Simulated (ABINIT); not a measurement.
# Run report: Al$_{2}$Au, phonon calculation (part 1 of 2)

Al$_{2}$Au (3 atoms in the cell), computed with Kohn-Sham DFT of a periodic cell, PBE, JTH PAW PBE v2.0, no spin polarisation (ABINIT 10.8.3).

The structure derives from an entry of the Crystallography Open Database.

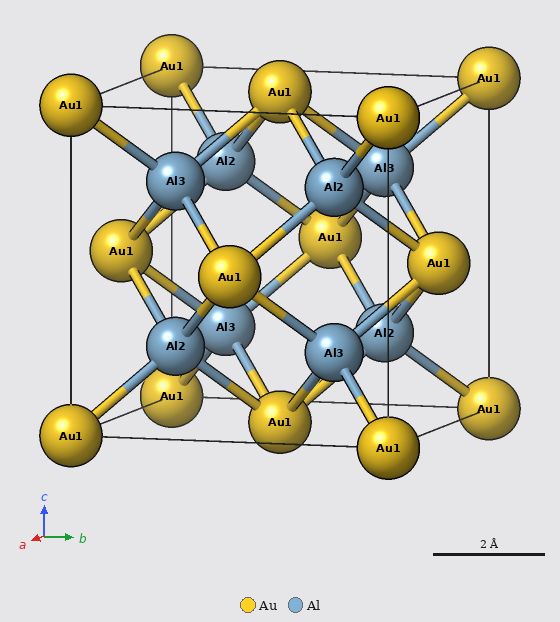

Fig. 1: The structure (ball-and-stick view of the cell 4 times as large as that of the calculation, set on its symmetry axes, seen slightly off an axis; atoms are numbered from 1 in the order of the input).

The input:
```
# Datasets
ndtset 2

# Pseudopotentials
pp_dirpath "./"
pseudos "Au.GGA_PBE-JTH.xml, Al.GGA_PBE-JTH.xml"

# Structure
acell 4.2426406871 4.2426406871 4.2426406871 Angstrom
rprim
     0.0000000000     0.7071067812     0.7071067812
     0.7071067812     0.0000000000     0.7071067812
     0.7071067812     0.7071067812     0.0000000000
ntypat 2
znucl 79 13
natom 3
typat 1 2 2
xred
            0.0            0.0            0.0
            3/4            3/4            3/4
            1/4            1/4            1/4

# Plane-wave basis
ecut 408.170794 eV
pawecutdg 30.0
pawxcdev 0

# k points
ngkpt 10 10 10
nshiftk 1
shiftk 0.0 0.0 0.0

# Exchange and correlation
ixc 11

# Bands and occupations
nband 17
occopt 6
tsmear 0.2 eV

# SCF cycle
nstep 80

# Output
prteig 0
prtebands 0
prtwf 0
prtden 0
prtpot 0

# Dataset 1: ground state
kptopt1 1
tolvrs1 1.0e-11
prtwf1 1
tolwfr1 1.0e-14
nbdbuf1 4
nline1 6

# Dataset 2: response at q = 0 to atomic displacements
rfphon2 1
rfatpol2 1 3
rfdir2 1 1 1
getwfk2 1
kptopt2 2
nqpt2 1
qpt2 0.0 0.0 0.0
tolvrs2 1.0e-8
```

File mrgddb.in:
```
merged_DDB
Al2Au
2
runo_DS1_DDB
runo_DS2_DDB
```

File anaddb.abi:
```
ddb_filepath "merged_DDB"
output_file "anaddb.abo"
outdata_prefix "ana"
asr 1
chneut 0
dipdip 0
dieflag 0
enunit 0
eivec 1
nph1l 1
qph1l 0.0 0.0 0.0 1.0
```

Hardware: 1 thread of Intel Xeon (Sapphire Rapids), 32 GiB of memory available, shared host.

Run as:
```bash
abinit run.abi > log 2>&1
mrgddb < mrgddb.in > mrgddb.log 2>&1
anaddb anaddb.abi > anaddb.log 2>&1
```

The program's output:
```
.Version 10.8.3 of ABINIT
 DATASET    1 : space group Fm -3 m (#225); Bravais cF (face-center cubic)
================================================================================
 Values of the parameters that define the memory need for DATASET  1.
     intxc =       0    ionmov =       0      iscf =      17    lmnmax =      18
     lnmax =       6     mgfft =      30  mpssoang =       3    mqgrid =    3001
     natom =       3  nloc_mem =       2    nspden =       1   nspinor =       1
    nsppol =       1      nsym =      48    n1xccc =       1    ntypat =       2
    occopt =       6   xclevel =       2
       mpw =        1031          nfft =       27000          nkpt =          47
 PAW method is used; the additional fine FFT grid is defined by:
   mgfftf=        40    nfftf =     64000
================================================================================
================================================================================

 DATASET    2 : space group Fm -3 m (#225); Bravais cF (face-center cubic)
================================================================================
 Values of the parameters that define the memory need for DATASET  2 (RF).
     intxc =       0      iscf =       7    lmnmax =      18     lnmax =       6
     mgfft =      30  mpssoang =       3    mqgrid =    3001     natom =       3
  nloc_mem =       2    nspden =       1   nspinor =       1    nsppol =       1
      nsym =      48    n1xccc =       1    ntypat =       2    occopt =       6
   xclevel =       2
      nfft =       27000          nkpt =         504
================================================================================
================================================================================

--------------------------------------------------------------------------------
------------- Echo of variables that govern the present computation ------------
--------------------------------------------------------------------------------
 -outvars: echo values of preprocessed input variables --------
            acell      8.0174289493E+00  8.0174289493E+00  8.0174289493E+00 Bohr
              amu      1.96966540E+02  2.69815390E+01
             ecut      1.50000000E+01 Hartree
           getwfk1          0
           getwfk2          1
             iscf1         17
             iscf2          7
                       outvar_i_n : Printing only first  50 k-points.
              ixc          11
           jdtset        1    2
                       outvar_i_n : Printing only first  50 k-points.
           kptopt1          1
           kptopt2          2
         kptrlatt       10    0    0      0   10    0      0    0   10
          kptrlen      8.01742895E+01
            natom           3
            nband1         17
            nband2         17
           nbdbuf1          4
           nbdbuf2          2
           ndtset           2
            ngfft          30      30      30
          ngfftdg          40      40      40
             nkpt1         47
             nkpt2        504
            nline1          6
            nline2          4
             nqpt1          0
             nqpt2          1
            nstep          80
             nsym          48
           ntypat           2
                       prtocc : prtvol=0, do not print more k-points.
           occopt           6
        optdriver1          0
        optdriver2          1
        pawecutdg      3.00000000E+01 Hartree
         pawxcdev           0
           prtden           0
        prtebands           0
           prteig           0
            prtwf1          1
            prtwf2          0
           rfphon1          0
           rfphon2          1
            rprim      0.0000000000E+00  7.0710678120E-01  7.0710678120E-01
                       7.0710678120E-01  0.0000000000E+00  7.0710678120E-01
                       7.0710678120E-01  7.0710678120E-01  0.0000000000E+00
          spgroup         225
           tolvrs1     1.00000000E-11
           tolvrs2     1.00000000E-08
           tolwfr1     1.00000000E-14
           tolwfr2     0.00000000E+00
           tsmear      7.34986444E-03 Hartree
            typat      1  2  2
           useylm           1
                       outvars : Printing only first  50 k-points.
           xangst      0.0000000000E+00  0.0000000000E+00  0.0000000000E+00
                       4.5000000001E+00  4.5000000001E+00  4.5000000001E+00
                       1.5000000000E+00  1.5000000000E+00  1.5000000000E+00
            xcart      0.0000000000E+00  0.0000000000E+00  0.0000000000E+00
                       8.5037675667E+00  8.5037675667E+00  8.5037675667E+00
                       2.8345891889E+00  2.8345891889E+00  2.8345891889E+00
             xred      0.0000000000E+00  0.0000000000E+00  0.0000000000E+00
                       7.5000000000E-01  7.5000000000E-01  7.5000000000E-01
                       2.5000000000E-01  2.5000000000E-01  2.5000000000E-01
            znucl       79.00000   13.00000

================================================================================

 chkinp: Checking input parameters for consistency, jdtset=   1.

 chkinp: Checking input parameters for consistency, jdtset=   2.

================================================================================
== DATASET  1 ==================================================================

--- !DatasetInfo
iteration_state: {dtset: 1, }
dimensions: {natom: 3, nkpt: 47, mband: 17, nsppol: 1, nspinor: 1, nspden: 1, mpw: 1031, }
cutoff_energies: {ecut:  15.0, pawecutdg:  30.0, }
electrons: {nelect:   1.70000000E+01, charge:   0.00000000E+00, occopt:   6.00000000E+00, tsmear:   7.34986444E-03, }
meta: {optdriver: 0, ionmov: 0, optcell: 0, iscf: 17, paral_kgb: 0, }
...

 Exchange-correlation functional for the present dataset will be:
  GGA: Perdew-Burke-Ernzerhof functional - ixc=11
  J.P.Perdew, K.Burke, M.Ernzerhof, PRL 77, 3865 (1996)

 Real(R)+Recip(G) space primitive vectors, cartesian coordinates (Bohr,Bohr^-1):
 R(1)=  0.0000000  5.6691784  5.6691784  G(1)= -0.0881962  0.0881962  0.0881962
 R(2)=  5.6691784  0.0000000  5.6691784  G(2)=  0.0881962 -0.0881962  0.0881962
 R(3)=  5.6691784  5.6691784  0.0000000  G(3)=  0.0881962  0.0881962 -0.0881962
 Unit cell volume ucvol=  3.6441006E+02 bohr^3
 Angles (23,13,12)=  6.00000000E+01  6.00000000E+01  6.00000000E+01 degrees

 Coarse grid specifications (used for wave-functions):

 getcut: wavevector=  0.0000  0.0000  0.0000  ngfft=  30  30  30
         ecut(hartree)=     15.000   => boxcut(ratio)=   2.14861

 Fine grid specifications (used for densities):

 getcut: wavevector=  0.0000  0.0000  0.0000  ngfft=  40  40  40
         ecut(hartree)=     30.000   => boxcut(ratio)=   2.02348

--- Pseudopotential description ------------------------------------------------
- pspini: atom type   1  psp file is ./Au.GGA_PBE-JTH.xml
 Pseudopotential format is: paw10
 basis_size (lnmax)=  6 (lmn_size= 18), orbitals=   0   0   1   1   2   2
 Spheres core radius: rc_sph= 2.50869560
 Shapefunction is SIN type: shapef(r)=[sin(pi*r/rshp)/(pi*r/rshp)]**2
 Radius for shape functions =  2.26305713
 Compensation charge density is not taken into account in XC energy/potential

- pspini: atom type   2  psp file is ./Al.GGA_PBE-JTH.xml
 Pseudopotential format is: paw10
 basis_size (lnmax)=  4 (lmn_size=  8), orbitals=   0   0   1   1
 Spheres core radius: rc_sph= 1.90363307
 Shapefunction is SIN type: shapef(r)=[sin(pi*r/rshp)/(pi*r/rshp)]**2
 Radius for shape functions =  1.60786206
 Compensation charge density is not taken into account in XC energy/potential

   4.74247219E+02                                ecore*ucvol(ha*bohr**3)
--------------------------------------------------------------------------------

================================================================================

--- !BeginCycle
iteration_state: {dtset: 1, }
solver: {iscf: 17, nstep: 80, nline: 6, wfoptalg: 10, }
tolerances: {tolwfr: 1.00E-14, tolvrs: 1.00E-11, }
...

     iter   Etot(hartree)      deltaE(h)  residm     nres2
 ETOT  1  -38.293753132709    -3.829E+01 2.251E-01 1.907E+01
 ETOT  2  -38.568645811110    -2.749E-01 1.451E-03 2.042E+01
 ETOT  3  -38.402878631902     1.658E-01 6.777E-03 1.809E+00
 ETOT  4  -38.411198202442    -8.320E-03 1.434E-03 7.679E-01
 ETOT  5  -38.412242099125    -1.044E-03 8.152E-04 5.309E-01
 ETOT  6  -38.413288386714    -1.046E-03 7.858E-06 3.420E-01
 ETOT  7  -38.413300459652    -1.207E-05 3.044E-06 2.713E-01
 ETOT  8  -38.414454035482    -1.154E-03 2.809E-05 2.735E-01
 ETOT  9  -38.414458898448    -4.863E-06 3.431E-07 2.965E-01
 ETOT 10  -38.414173773634     2.851E-04 2.214E-06 2.161E-01
 ETOT 11  -38.413958072088     2.157E-04 1.385E-06 1.380E-01
 ETOT 12  -38.413607506078     3.506E-04 4.741E-06 4.567E-02
 ETOT 13  -38.413526459921     8.105E-05 8.735E-07 1.551E-02
 ETOT 14  -38.413506572360     1.989E-05 2.093E-07 5.567E-03
 ETOT 15  -38.413500607909     5.964E-06 8.472E-08 3.008E-03
 ETOT 16  -38.413492982316     7.626E-06 5.298E-07 4.130E-04
 ETOT 17  -38.413493988126    -1.006E-06 1.630E-07 1.299E-04
 ETOT 18  -38.413494109305    -1.212E-07 2.428E-08 3.346E-05
 ETOT 19  -38.413494037199     7.211E-08 6.004E-09 4.662E-08
 ETOT 20  -38.413494141761    -1.046E-07 1.264E-09 1.761E-05
 ETOT 21  -38.413494111253     3.051E-08 4.495E-10 9.004E-06
 ETOT 22  -38.413494087057     2.420E-08 6.188E-10 9.267E-07
 ETOT 23  -38.413494088320    -1.263E-09 4.063E-11 3.502E-08
 ETOT 24  -38.413494088862    -5.416E-10 3.114E-11 7.798E-08
 ETOT 25  -38.413494088694     1.679E-10 1.226E-11 1.216E-08
 ETOT 26  -38.413494088675     1.913E-11 1.412E-12 1.673E-09
 ETOT 27  -38.413494088681    -6.231E-12 1.410E-12 1.496E-09
 ETOT 28  -38.413494088682    -6.182E-13 7.020E-13 1.578E-10
 ETOT 29  -38.413494088682    -7.248E-13 1.934E-13 5.108E-10
 ETOT 30  -38.413494088682     4.192E-13 9.997E-15 3.012E-10
 ETOT 31  -38.413494088681     1.052E-12 2.444E-14 2.291E-11
 ETOT 32  -38.413494088682    -7.105E-13 9.983E-15 4.676E-12

 At SCF step   32  max residual=  9.98E-15 < tolwfr=  1.00E-14 AND nres2   =  4.68E-12 < tolvrs=  1.00E-11 =>converged.

 Cartesian components of stress tensor (hartree/bohr^3)
  sigma(1 1)= -1.12693479E-04  sigma(3 2)=  0.00000000E+00
  sigma(2 2)= -1.12693479E-04  sigma(3 1)=  0.00000000E+00
  sigma(3 3)= -1.12693479E-04  sigma(2 1)=  0.00000000E+00

--- !ResultsGS
iteration_state: {dtset: 1, }
comment   : Summary of ground state results
lattice_vectors:
- [  0.0000000,   5.6691784,   5.6691784, ]
- [  5.6691784,   0.0000000,   5.6691784, ]
- [  5.6691784,   5.6691784,   0.0000000, ]
lattice_lengths: [   8.01743,    8.01743,    8.01743, ]
lattice_angles: [ 60.000,  60.000,  60.000, ] # degrees, (23, 13, 12)
lattice_volume:   3.6441006E+02
convergence: {deltae: -7.105E-13, res2:  4.676E-12, residm:  9.983E-15, diffor: null, }
etotal    :  -3.84134941E+01
entropy   :   0.00000000E+00
fermie    :   2.83763192E-01
cartesian_stress_tensor: # hartree/bohr^3
- [ -1.12693479E-04,   0.00000000E+00,   0.00000000E+00, ]
- [  0.00000000E+00,  -1.12693479E-04,   0.00000000E+00, ]
- [  0.00000000E+00,   0.00000000E+00,  -1.12693479E-04, ]
pressure_GPa:   3.3156E+00
xred      :
- [  0.0000E+00,   0.0000E+00,   0.0000E+00, Au]
- [  7.5000E-01,   7.5000E-01,   7.5000E-01, Al]
- [  2.5000E-01,   2.5000E-01,   2.5000E-01, Al]
cartesian_forces: # hartree/bohr
- [ -3.86525198E-32,   5.41135277E-32,   3.86525198E-32, ]
- [  3.20815914E-31,  -5.02482757E-32,  -1.35283819E-31, ]
- [ -2.82163394E-31,  -3.86525198E-33,   9.66312994E-32, ]
force_length_stats: {min:   7.69175431E-32, max:   3.51780402E-31, mean:   2.42324736E-31, }
...

 Integrated electronic density in atomic spheres:
 ------------------------------------------------
 Atom  Sphere_radius  Integrated_density
    1        2.50870          9.73859083
    2        1.90363          0.73226025
    3        1.90363          0.73226025

================================================================================

 ----iterations are completed or convergence reached----
```
